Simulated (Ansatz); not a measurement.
System: Cu, space group P-3m1 (No. 164).

The given structure:
```xyz
6
Lattice="2.5040 0.0000 0.0000 -1.2520 2.1686 0.0000 0.0000 0.0000 24.5818" Properties=species:S:1:pos:R:3 pbc="T T T"
Cu    0.0000    0.0000    9.1796
Cu    1.2520    0.7229    7.1141
Cu    0.0000    1.4457   11.2534
Cu    0.0000    0.0000   15.4022
Cu    1.2520    0.7229   13.3285
Cu    0.0000    1.4457   17.4678
```

How it was computed, with Ansatz 0.2.0: biaxial strain in the xy plane and strain along z of a crystal, fractional coordinates fixed, by plane-wave density functional theory with PAW datasets, free energies less that of the undisturbed cell, pressure positive in compression. Level: r2SCAN, no spin polarisation.

```csv
setting,value
wave cutoff,500 eV
k mesh,24×24×2
occupations,Gaussian
smearing width,0.15 eV
k shift,"(0, 0, 0) (mesh steps)"
start,relaxed
```

What does the calculation give for the map of the energy change and pressure over strain zz and strain xx = yy? The grid: strain zz −0.03, 0, 0.03 ; strain xx = yy −0.03, 0, 0.03.

At the origin the energy is lower than all eight neighbouring grid points, so a minimum lies at or close to the given structure. The energy change is least, 0.00 meV/atom, at strain zz of 0 and strain xx = yy of 0, and largest, 50.20 meV/atom, at strain zz of −0.03 and strain xx = yy of −0.03. Near the origin the softest direction lies along strain zz, turned by about 16° so that strain xx = yy takes the opposite sign; the curvature across the valley is 4.7 times that along it. The pressure is least, −5.56 GPa, at strain zz of 0.03 and strain xx = yy of 0.03, and largest, 9.07 GPa, at strain zz of −0.03 and strain xx = yy of −0.03.

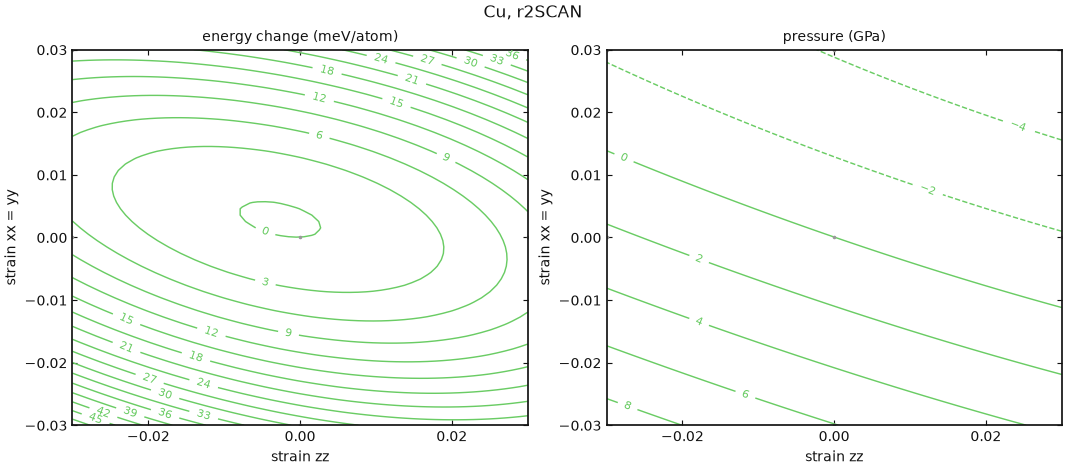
